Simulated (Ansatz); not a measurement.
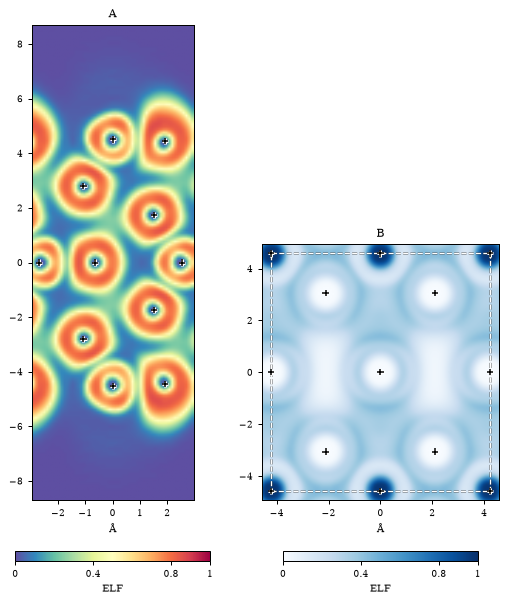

The electron localisation function of 2 systems, each on a plane through atoms (crosses mark nuclei in the plane).

Theory: DFT PBE, scalar-relativistic, plane waves, PAW (Ansatz).

System 1: TaN (slab), the (100) plane of the calculation cell, a cut from vacuum to vacuum. 

System 2: CoSn, the (110) plane of the calculation cell. Space group P6/mmm; a structure from a database of computed crystals, not necessarily the ambient phase; the program warned that a starting moment wasn't kept; spin-polarised, but the moments vanished.

```
CELL_PARAMETERS angstrom
5.29659 0.00000 0.00000
-2.64829 4.58698 0.00000
0.00000 0.00000 8.46058
ATOMIC_POSITIONS crystal
Co 0.00000 0.50000 0.50000
Co 0.00000 0.50000 0.00000
Co 0.50000 0.50000 0.50000
Co 0.50000 0.50000 0.00000
Co 0.50000 0.00000 0.50000
Co 0.50000 0.00000 0.00000
Sn 0.66667 0.33333 0.25000
Sn 0.66667 0.33333 0.75000
Sn 0.33333 0.66667 0.25000
Sn 0.33333 0.66667 0.75000
Sn 0.00000 0.00000 0.50000
Sn 0.00000 0.00000 0.00000
```

### Which map belongs to which system?

Panel A is system 1, TaN: the plane holds Ta and N. Ta–N (1.92 Å): the ELF peaks at about 0.80 in the valence shell of N, 0.6 Å from its nucleus, and is about 0.35 at the midpoint. Panel B is system 2, CoSn: the plane holds Co and Sn. Co–Sn (2.61 Å): the ELF is about 0.35 at the midpoint.
